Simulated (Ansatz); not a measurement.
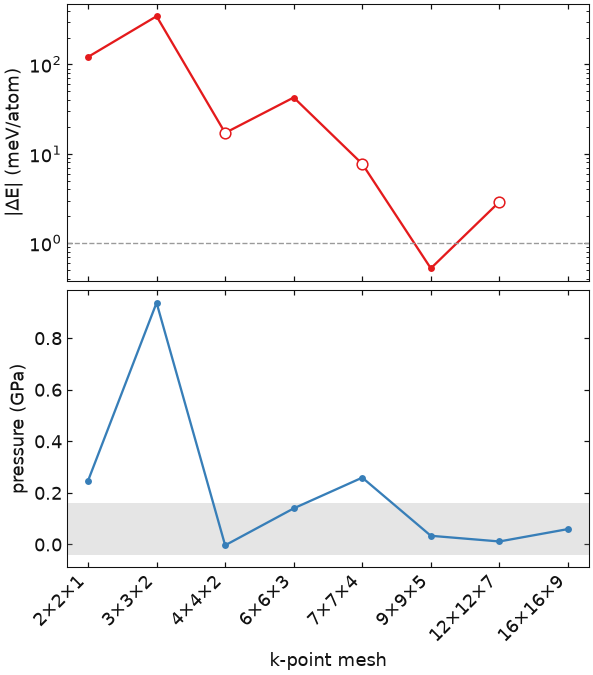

Convergence test: the k-point mesh is varied and all else is held.
- system: Mg (P6_3/mmc, 2 atoms in the cell)
- method: Ansatz, DFT, r2SCAN, plane waves (500 eV) with PAW, scalar-relativistic; Fermi–Dirac smearing of 0.1 eV
ΔE is the free energy less its value at the densest setting, 16×16×9.
Dashed lines or grey bands mark the tolerance: 1 meV/atom and 0.1 GPa.
On logarithmic panels, open markers lie below the reference value and filled ones above.

Q: What is enough for the free energy to 1 meV/atom?

A: The free energy at the last setting but one, 12×12×7, is still more than 1 meV/atom from the densest setting's value, so the scan doesn't show it converged. The closer agreement at 9×9×5 is by chance. It is off by 120 meV/atom at 2×2×1, 350 meV/atom at 3×3×2, 43 meV/atom at 6×6×3 and 2.9 meV/atom at 12×12×7 (on both sides of it).

Q: And the pressure, to 0.1 GPa?

A: The pressure is within 0.1 GPa of the densest setting's value from 9×9×5 on. The agreement at 4×4×2 and 6×6×3 is by chance. It is 0.25 GPa at 2×2×1, 0.94 GPa at 3×3×2, −0.00 GPa at 4×4×2, 0.26 GPa at 7×7×4 and 0.06 GPa at 16×16×9.
